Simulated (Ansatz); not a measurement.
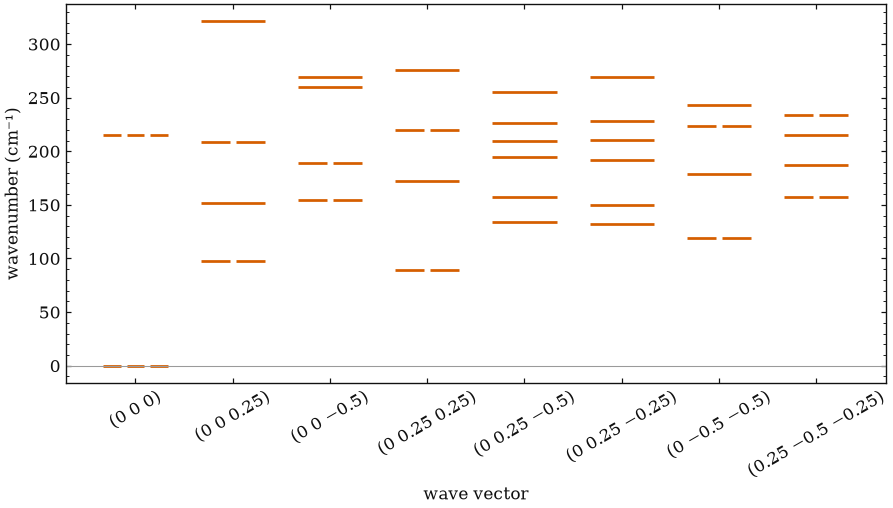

The figure shows the phonon frequencies at several wave vectors (in fractions of the reciprocal vectors of the given cell) for CaS, space group Fm-3m (No. 225) (cell built by us, not taken from a database). Imaginary frequencies are drawn as negative.

Structure:
```
CELL_PARAMETERS angstrom
0.00000 2.85590 2.85590
2.85590 0.00000 2.85590
2.85590 2.85590 0.00000
ATOMIC_POSITIONS crystal
Ca 0.50000 0.50000 0.50000
S 0.00000 0.00000 0.00000
```

How it was computed, with Ansatz 0.2.0: harmonic phonon frequencies at the irreducible points of a q mesh with atoms at rest in the given cell, q in fractions of the reciprocal cell vectors, no long-range term at q = 0, imaginary frequencies are negative, the first points where there are many; plane waves with PAW datasets. Level: PBE, no spin polarisation.

wave cutoff 420 eV; k mesh 8×8×8; occupations fixed; pressure 0 GPa; phonon method linear response; q mesh 4×4×4.

### Is the structure dynamically stable by these modes?

No frequency is imaginary, so the structure is stable to these displacements at the wave vectors computed.

### Where does the highest mode lie?

The highest mode among the wave vectors computed lies at 321.2 cm⁻¹, at (0 0 0.25) (at the zone centre itself the field of polar modes is left out).
